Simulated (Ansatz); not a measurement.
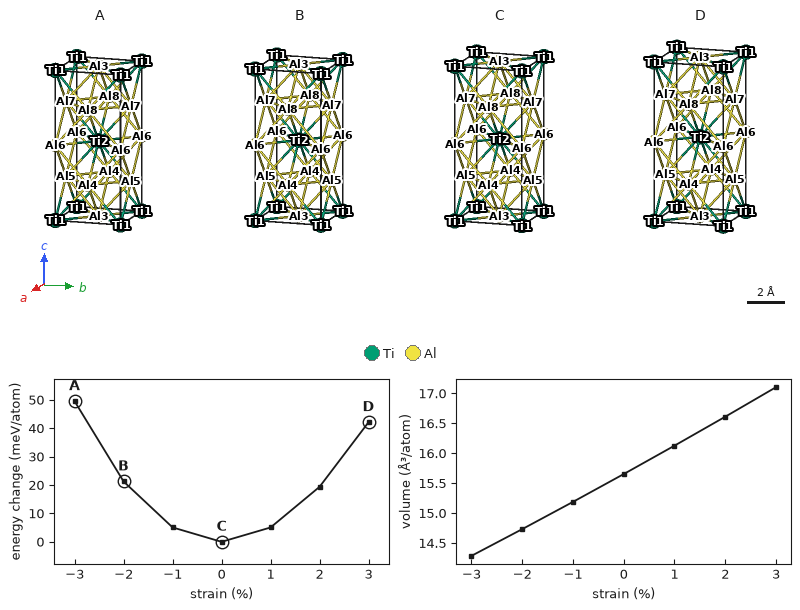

Members of a series of calculations on crystalline TiAl3 (set up in I4/mmm), marked on the first curve. Style: ball-and-stick. Shown: the cell of the calculation, slightly off an axis.

These are results of DFT r2SCAN, scalar-relativistic, plane waves, PAW (Ansatz 0.2.0), not measurements. Set-up: plane-wave cutoff 500 eV; k-point mesh 10 × 10 × 4; occupations gaussian; smearing width 0.1 eV; no spin polarisation.

> Which kind of strain is it, and how does the structure respond?

Equal strain along all axes, cell held, atoms relaxed. A (strain −3.0 %): energy change 49.5 meV/atom, volume 14.29 Å³ per atom. B (strain −2.0 %): energy change 21.3 meV/atom, volume 14.73 Å³ per atom. C (strain 0.0 %): energy change 0.0 meV/atom, volume 15.65 Å³ per atom. D (strain 3.0 %): energy change 42.1 meV/atom, volume 17.11 Å³ per atom. The rest compares A with D. Cell: a = b 3.709 → 3.939 Å (+6.2 %), c 8.307 → 8.821 Å (+6.2 %). Volume +19.7 %. Some distances before and after: Al–Ti 2.784 → 2.957 Å, Al–Al 2.784 → 2.957 Å, Al–Al 2.623 → 2.785 Å.
